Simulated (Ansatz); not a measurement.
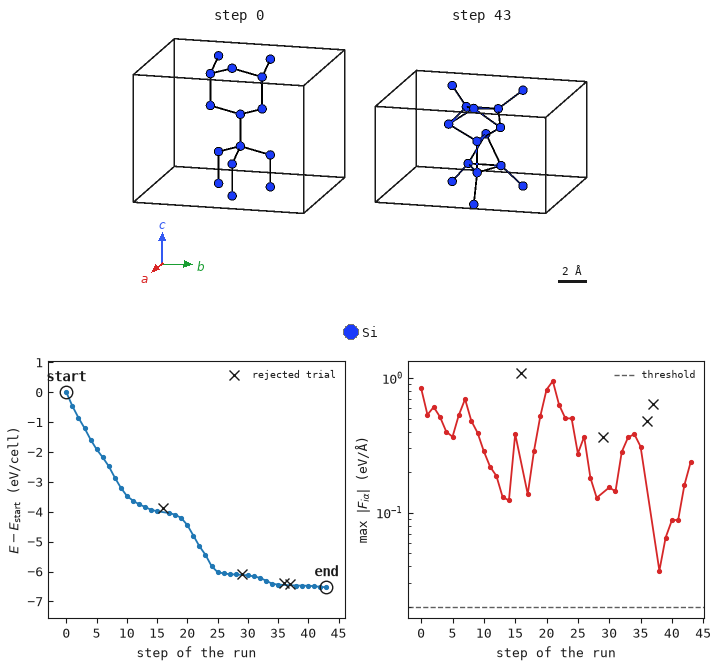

First and last geometry of a relaxation of a wire of composition Si, with the history of the run. The picture is a ball-and-stick view of the cell of the calculation, with the vacuum cut short, seen slightly off an axis.

Case: wire along [1 1 1], 12 atoms a period.

Level of theory: Ansatz 0.2.0, DFT PBE, scalar-relativistic, plane waves, PAW.

Input
```yaml
crystal:
  lattice:
    - [12.3, 0.0, 0.0]
    - [0.0, 13.2, 0.0]
    - [0.0, 0.0, 9.4737579537]
  atoms:
    - { symbol: Si, position: [0.6361576929, 0.5, 0.25], spin: 0.3 }
    - { symbol: Si, position: [0.3638423071, 0.3534982769, 0.0], spin: 0.3 }
    - { symbol: Si, position: [0.5453858976, 0.6465017231, 0.6666666667], spin: 0.3 }
    - { symbol: Si, position: [0.4546141024, 0.5, 0.5833333333], spin: 0.3 }
    - { symbol: Si, position: [0.3638423071, 0.6465017231, 0.0], spin: 0.3 }
    - { symbol: Si, position: [0.5453858976, 0.3534982769, 0.6666666667], spin: 0.3 }
    - { symbol: Si, position: [0.3638423071, 0.3534982769, 0.25], spin: 0.3 }
    - { symbol: Si, position: [0.5453858976, 0.6465017231, 0.9166666667], spin: 0.3 }
    - { symbol: Si, position: [0.6361576929, 0.5, 0.0], spin: 0.3 }
    - { symbol: Si, position: [0.3638423071, 0.6465017231, 0.25], spin: 0.3 }
    - { symbol: Si, position: [0.5453858976, 0.3534982769, 0.9166666667], spin: 0.3 }
    - { symbol: Si, position: [0.4546141024, 0.5, 0.3333333333], spin: 0.3 }
basis:
  ecutwfc: 420
kpoints:
  mp_grid: { grid: [1, 1, 4] }
hamiltonian:
  xc: pbe
scf:
  occupations: { method: gaussian, width: 0.05 }
output:
  forces: true
  stress: true
  eigenvalues: true
  populations: true
  write_density: true
  write_potential: true
  elf: true
  volumetric_format: npy
magnetization:
  spin_polarized: true
relax:
  adjacent_minimum: "off"
  f_tol: 0.02
  max_steps: 45
  cell: { fix: [a, b, alpha, beta, gamma], stress_tol: 0.03 }
```

Command:
```bash
ansatz run input.yaml --threads 4 --pin off --max-ram 11264MiB --backend cpu --events-out ev --progress --plain --runs-dir out
```

Did the run converge, and what did it change?

The relaxation stopped without meeting its thresholds, so the last structure isn't shown to be converged. Si12 moves most relative to the centre of the atoms: 1.77 Å. Along the periodic axis the drawn cell goes c 9.474 → 7.118 Å (−24.9 %). Some distances before and after: Si11–Si12 5.960 → 2.671 Å, Si4–Si9 4.535 → 2.780 Å, Si1–Si4 3.868 → 2.342 Å, Si3–Si9 3.868 → 2.361 Å. New bonds form, among them: Si1–Si4 (3.87 → 2.34 Å). Bonds break, among them: Si1–Si12 (2.37 → 3.33 Å). Bond angles that change, for instance: Si3–Si8–Si9 109.5° → 55.5°, Si7–Si12–Si10 109.5° → 57.8°, Si5–Si10–Si12 109.5° → 148.3°. After 39 accepted moves (43 points after the start) the energy has fallen by 6.527 eV per cell of the calculation. Largest force component: 0.84 eV/Å at the start, 0.24 eV/Å at the end. The line search rejected the trial steps at points 16, 29, 36, 37 of the run. The program noted that the starting moments weren't kept.

```tsv
step	E − E(0), meV/atom	largest force component, eV/Å	note
0	0.00	0.8373	
1	-38.46	0.5346	
2	-70.96	0.6096	
3	-99.71	0.5151	
4	-131.56	0.4001	
5	-159.01	0.3662	
6	-181.17	0.5302	
7	-205.89	0.6973	
8	-237.58	0.4809	
9	-266.00	0.3919	
10	-288.94	0.2853	
12	-312.26	0.1877	
13	-319.61	0.1303	
15	-331.63	0.3839	
17	-336.87	0.1373	
19	-350.63	0.5194	
20	-370.33	0.8209	
22	-429.48	0.6330	
24	-484.62	0.5016	
26	-505.18	0.3671	
27	-507.43	0.1813	
29	-506.23	0.3654	rejected
31	-513.45	0.1441	
33	-525.26	0.3619	
34	-533.82	0.3839	
36	-530.55	0.4828	rejected
38	-538.98	0.0371	
40	-539.67	0.0879	
41	-540.89	0.0885	
43	-543.88	0.2383
```
